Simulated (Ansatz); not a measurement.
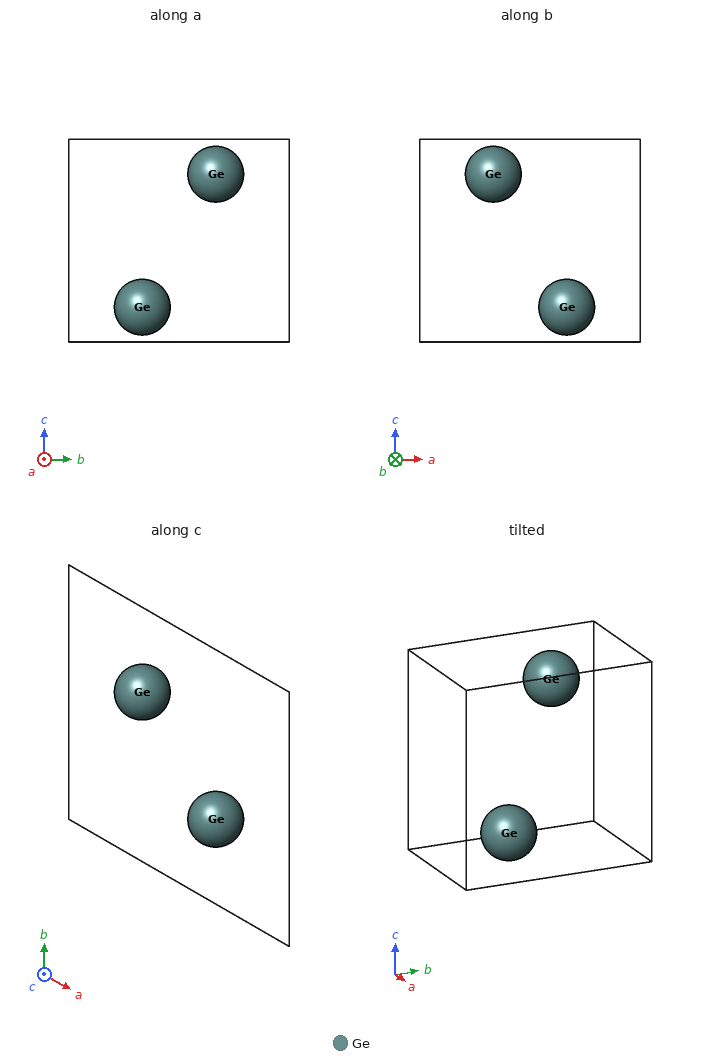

The figure gives a ball-and-stick picture of the atoms, viewed along the a axis, along the b axis, along the c axis and slightly off an axis. The parallelepiped is the conventional unit cell.

Lattice parameters: a = 4.019 Å, b = 4.019 Å, c = 3.202 Å, α = 90.00°, β = 90.00°, γ = 120.00°.

Question: Give the structure in the form of a table of Wyckoff sites, with free fractional coordinates to two decimals.

Answer: Space group P-3m1 (No. 164).
```json
{"atom": "Ge", "site": "2d", "x": "0.6667", "y": "0.3333", "z": "0.17"}
```

The structure was taken from a structure type filled with this element by a generator (whether the element takes this form wasn't checked). Relaxation method: Ansatz, DFT PBE, scalar-relativistic, plane waves, PAW.
